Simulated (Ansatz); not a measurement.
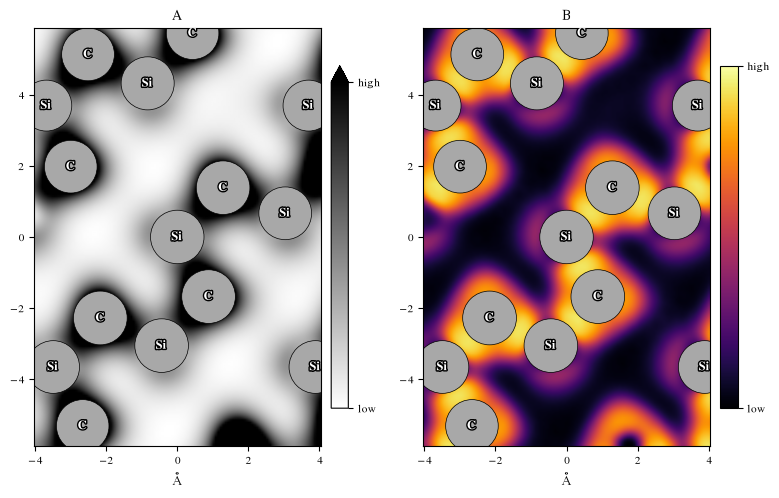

Si18C19 (cell with a defect): 2 fields on the (11̄0) plane of the calculation cell, with unlabelled colour scales. Grey discs cover the atomic cores.

Level of theory: DFT PBE, scalar-relativistic, plane waves, PAW (Ansatz 0.2.0).

Input file:

```
crystal:
  lattice:
    - [0.0, 5.3553911397, 5.0742922929]
    - [-4.6379047741, -2.6776955698, 5.0742922929]
    - [4.6379047741, -2.6776955698, 5.0742922929]
  atoms:
    - { symbol: Si, position: [0.3887494579, 0.7220827913, 0.3887494579] }
    - { symbol: Si, position: [0.7220827913, 0.7220827913, 0.0554161246] }
    - { symbol: Si, position: [0.3887494579, 0.3887494579, 0.7220827913] }
    - { symbol: Si, position: [0.3887494579, 0.0554161246, 0.0554161246] }
    - { symbol: Si, position: [0.7220827913, 0.3887494579, 0.3887494579] }
    - { symbol: Si, position: [0.0554161246, 0.7220827913, 0.7220827913] }
    - { symbol: Si, position: [0.0554161246, 0.3887494579, 0.0554161246] }
    - { symbol: Si, position: [0.7220827913, 0.0554161246, 0.7220827913] }
    - { symbol: Si, position: [0.0554161246, 0.0554161246, 0.3887494579] }
    - { symbol: Si, position: [0.4443050135, 0.7776383468, 0.7776383468] }
    - { symbol: Si, position: [0.7776383468, 0.7776383468, 0.4443050135] }
    - { symbol: Si, position: [0.4443050135, 0.4443050135, 0.1109716802] }
    - { symbol: Si, position: [0.4443050135, 0.1109716802, 0.4443050135] }
    - { symbol: Si, position: [0.7776383468, 0.4443050135, 0.7776383468] }
    - { symbol: Si, position: [0.110687177, 0.7975124074, 0.0973891908] }
    - { symbol: Si, position: [0.1109716802, 0.4443050135, 0.4443050135] }
    - { symbol: Si, position: [0.7943178273, 0.1156958251, 0.0998514609] }
    - { symbol: Si, position: [0.112361414, 0.1050753024, 0.7843968807] }
    - { symbol: C, position: [0.5140283198, 0.8473616532, 0.5140283198] }
    - { symbol: C, position: [0.8470568941, 0.85492436, 0.155378517] }
    - { symbol: C, position: [0.5140283198, 0.5140283198, 0.8473616532] }
    - { symbol: C, position: [0.5140283198, 0.1806949865, 0.1806949865] }
    - { symbol: C, position: [0.8473616532, 0.5140283198, 0.5140283198] }
    - { symbol: C, position: [0.1856957444, 0.8482006911, 0.8561515658] }
    - { symbol: C, position: [0.1806949865, 0.5140283198, 0.1806949865] }
    - { symbol: C, position: [0.8353304949, 0.1747015353, 0.8608684607] }
    - { symbol: C, position: [0.1806949865, 0.1806949865, 0.5140283198] }
    - { symbol: C, position: [0.2362505421, 0.5695838754, 0.5695838754] }
    - { symbol: C, position: [0.5695838754, 0.5695838754, 0.2362505421] }
    - { symbol: C, position: [0.2307475069, 0.231892625, 0.9199166013] }
    - { symbol: C, position: [0.2400687042, 0.8872506147, 0.2559150477] }
    - { symbol: C, position: [0.5695838754, 0.2362505421, 0.5695838754] }
    - { symbol: C, position: [0.9029172087, 0.5695838754, 0.9029172087] }
    - { symbol: C, position: [0.9164384622, 0.2215506411, 0.2259928734] }
    - { symbol: C, position: [0.5695838754, 0.9029172087, 0.9029172087] }
    - { symbol: C, position: [0.9029172087, 0.9029172087, 0.5695838754] }
    - { symbol: C, position: [0.049654388, 0.0634072864, 0.0580278653] }
  host:
    lattice:
      - [3.0919365161, 0.0, 0.0]
      - [-1.545968258, 2.6776955698, 0.0]
      - [0.0, 0.0, 5.0742922929]
    atoms:
      - { symbol: Si, position: [0.3333333333, 0.6666666667, 0.4995817072] }
      - { symbol: Si, position: [0.6666666667, 0.3333333333, 0.9995817072] }
      - { symbol: C, position: [0.3333333333, 0.6666666667, 0.8754182928] }
      - { symbol: C, position: [0.6666666667, 0.3333333333, 0.3754182928] }
basis:
  ecutwfc: 420
  xc_grid: 2
kpoints:
  mp_grid: { grid: [2, 2, 2], shift: [0.5, 0.5, 0.5] }
hamiltonian:
  xc: pbe
scf:
  occupations: { method: gaussian, width: 0.01 }
output:
  forces: true
  stress: false
  eigenvalues: true
  charged_corrections:
    defect_position: [0.05555556, 0.05555556, 0.05555556]
    epsilon: [[10.2148, 0.0, 0.0], [0.0, 10.2148, 0.0], [0.0, 0.0, 11.3838]]
  write_density: true
  write_potential: true
  elf: true
  volumetric_format: npy
relax:
  adjacent_minimum: "off"
  f_tol: 0.025
  max_steps: 45
```

Launched as:

```sh
ansatz run input.yaml --threads 4 --pin off --max-ram 10240MiB --backend cpu --events-out ev --progress --plain --runs-dir out
```

The fields are those of the run's last geometry, not of the input's.

### The panels show electron localisation function and valence pseudo-density in some order. Assign them.

Panel A: valence pseudo-density. Panel B: electron localisation function. From the grid: Si–C (1.86 Å): ρ is about 0.92 e/Å³ halfway; the ELF peaks at about 0.95 between the atoms. Si–C (1.89 Å): ρ is about 0.87 e/Å³ halfway; the ELF peaks at about 0.95 between the atoms.
